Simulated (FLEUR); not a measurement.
```
Ni
1.0
     3.40049   -1.74534   -1.74704
    -0.00464    1.73649   -1.74748
     0.01655    1.75725    1.76824
Ni
2
Direct
  0.50000 0.50000 0.00000
  0.00000 0.00000 0.00000
```

Space group P-1; a structure from a database of computed crystals, not necessarily the ambient phase; changed on purpose from its base cell (cell strained at random at fixed volume); spin-polarised.

The calculation used Kohn-Sham DFT of a periodic cell, PBEsol, all-electron in FLEUR.

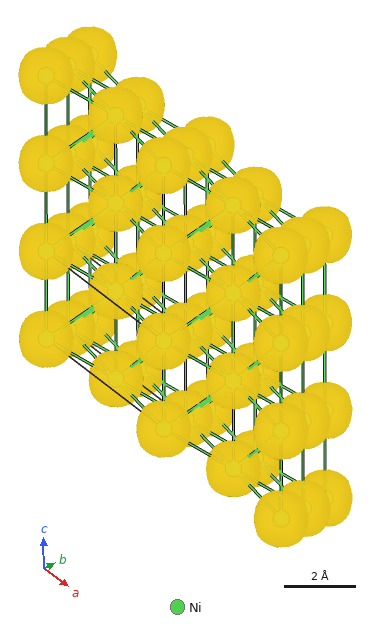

Ni. Isosurface of the magnetisation density (up minus down) at +0.04 e/Å³ (yellow), seen slightly off an axis. Sticks mark near contacts.

**Which atoms carry the moments, and with what signs?**

The spin density sits on Ni: +0.7 μB (×2) in one cell of 2 atoms: parallel main moments, as they must be, since the calculation's own cell holds one magnetic site. The cell of the calculation (1 atoms) carries 0.6 μB of net spin moment.
